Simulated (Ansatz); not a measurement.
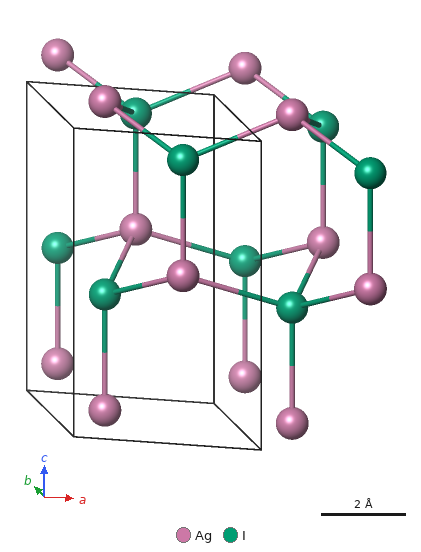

This is a crystal of AgI (built on the wurtzite type) at its r2SCAN-relaxed geometry. Style: ball-and-stick. Shown: the cell of the calculation, repeated 2 × 2 × 1 with one cell outlined, slightly off an axis.

All numbers below come from DFT, PBE, plane waves, PAW in Ansatz. Settings: plane-wave cutoff 420 eV; k-point mesh 6 × 6 × 4; occupations fermi dirac; smearing width 0.02 eV; no spin polarisation.

Now this is done to it. All lengths are scaled by +3.0 % (volume +9.3 %). The atoms were relaxed with r2SCAN under that strain, and this is a single point on that geometry.

### What is the effect?

The energy rises by 10.2 meV per atom. Pressure: 0.6 GPa before, −1.4 GPa after. The forces stay under 0.01 eV/Å. Among the bonded contacts that change: Ag–I 2.849 → 2.934 Å. The space group stays P6_3mc (No. 186).

Drawn alike, the variant:

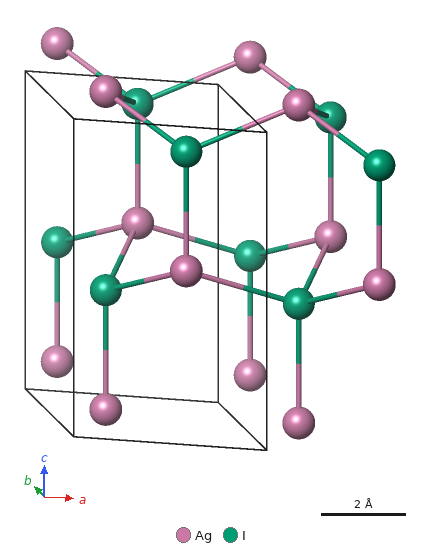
